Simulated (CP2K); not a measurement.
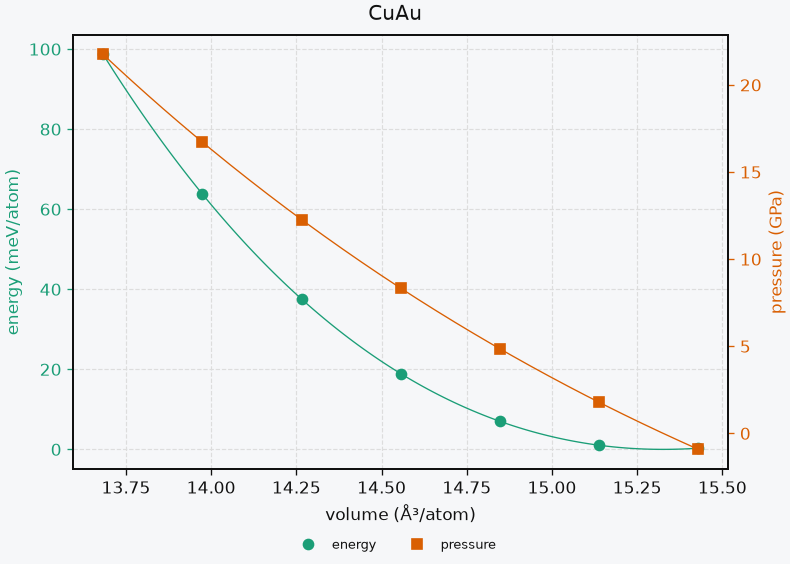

Method: DFT in Gaussian orbitals with a plane-wave density, no spin polarisation; energies at scaled volumes of the given cell, shape and fractions fixed, counted from the fit's minimum, third-order Birch-Murnaghan fit (CP2K 2026.2). Level: PBE.

```json
{"setting": "k mesh", "value": "9×9×7"}
{"setting": "occupations", "value": "Fermi–Dirac"}
{"setting": "smearing width", "value": "0.05 eV"}
{"setting": "potentials", "value": "GTH PBE with UZH TZVP basis"}
{"setting": "density cutoff", "value": "6803 eV"}
{"setting": "program settings", "value": "ngrids 4, basis sets Au TZVP-MOLOPT-PBE-GTH-q11, basis sets Cu TZVP-MOLOPT-PBE-GTH-q11, cutoff ry 500 Ry, rel cutoff ry 60 Ry"}
```

Cell as given: a = 2.811 Å, b = 2.811 Å, c = 3.685 Å, α = 90.00°, β = 90.00°, γ = 90.00°; 2 atoms.

Caption: Energy and pressure against volume for CuAu, space group P4/mmm (No. 123).

A third-order Birch–Murnaghan fit gives V0 = 15.33 Å³/atom, B0 = 140 GPa and B′ = 5.5. The energy falls from 98.67 meV/atom at volume 13.68 Å³/atom to 0.30 meV/atom at 15.43 Å³/atom. The pressure falls from 21.75 GPa at volume 13.68 Å³/atom to −0.92 GPa at 15.43 Å³/atom, and changes sign near 15.33 Å³/atom.

Keep in mind: spin-orbit coupling left out, heavy elements; shape and atomic fractions are frozen while scaling, which makes layered, chain and framework solids too stiff.
